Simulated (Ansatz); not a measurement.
Zn3O

Input file:

```
crystal:
  lattice:
    - [3.7748946007, 0.0, 0.0]
    - [0.0, 3.7748946007, 0.0]
    - [0.0, 0.0, 3.7748946007]
  atoms:
    - { symbol: Zn, position: [0.0, 0.5, 0.5] }
    - { symbol: Zn, position: [0.5, 0.0, 0.5] }
    - { symbol: Zn, position: [0.5, 0.5, 0.0] }
    - { symbol: O, position: [0.0, 0.0, 0.0] }
basis:
  ecutwfc: 420
kpoints:
  mp_grid: { grid: [12, 12, 12] }
hamiltonian:
  xc: pbe
scf:
  occupations: { method: gaussian, width: 0.1 }
output:
  forces: true
  stress: true
  eigenvalues: true
  write_density: true
  write_potential: true
  elf: true
  volumetric_format: npy
relax:
  adjacent_minimum: "off"
  f_tol: 0.01
  max_steps: 80
  cell: { stress_tol: 0.05 }
```

Command:

```sh
ansatz run input.yaml --threads 1 --pin off --max-ram 2560MiB --backend cpu --events-out ev --progress --plain --runs-dir out
```

Below, planes, directions and counts refer to the conventional cell (a = 3.77 Å, b = 3.77 Å, c = 3.77 Å, α = 90.00°, β = 90.00°, γ = 90.00°).

The fields are those of the relaxed geometry.

Space group Pm-3m; started from the Cu3Au (L1_2)_221 prototype, which need not be the ambient phase.

All numbers below come from DFT PBE, scalar-relativistic, plane waves, PAW in Ansatz 0.2.0.

The density is the valence pseudo-density of a PAW calculation; it isn't the true density close to the nuclei.

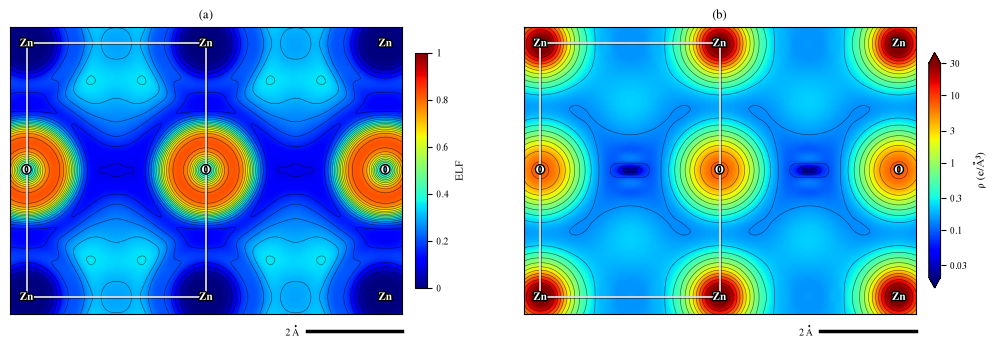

Figure 1. (a) electron localisation function; (b) valence charge density (pseudo) on the (110) plane of the conventional cell.

Question: What do the fields say about this system?

Answer: The section cuts through Zn and O sites.
Zn–O (2.66 Å): ρ is about 0.16 e/Å³ halfway; the ELF is about 0.10 at the midpoint (no localised pair shows between them).
Between the atoms the lowest density in this plane is 0.02 e/Å³.

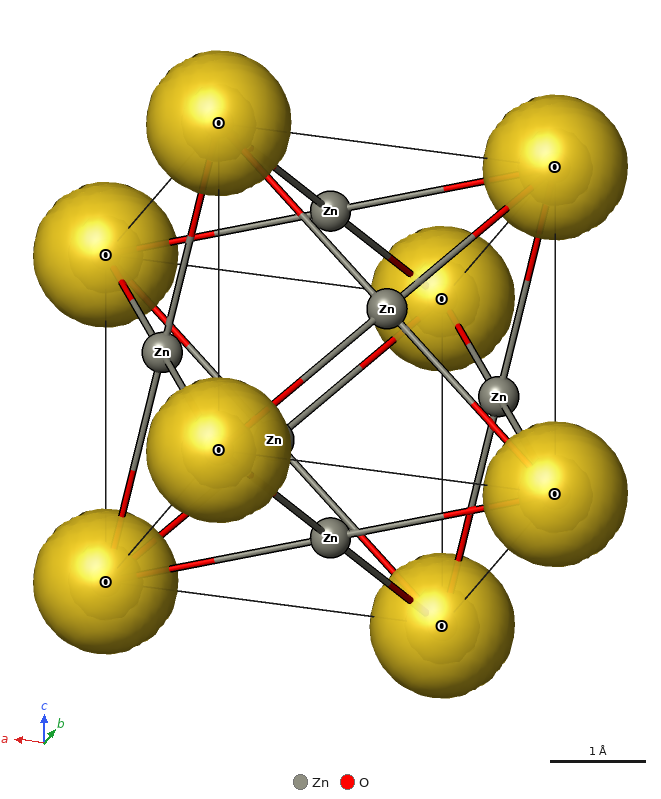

Figure 2. Isosurface of the ELF at 0.75 (yellow), seen at an oblique angle. Only the valence region is drawn (cores and ρ < 0.01 e/Å³ removed). Sticks mark near contacts.

Question: What do the ELF domains correspond to?

Answer: At this value the surface marks out one region wrapped around O (its valence shell), counted in one cell of 4 atoms. Any copies at cell faces, edges or corners count once.

Question: Does the calculation make it a metal, or give it a gap?

Answer: It is metallic or semimetallic at this level of theory: no gap opens.
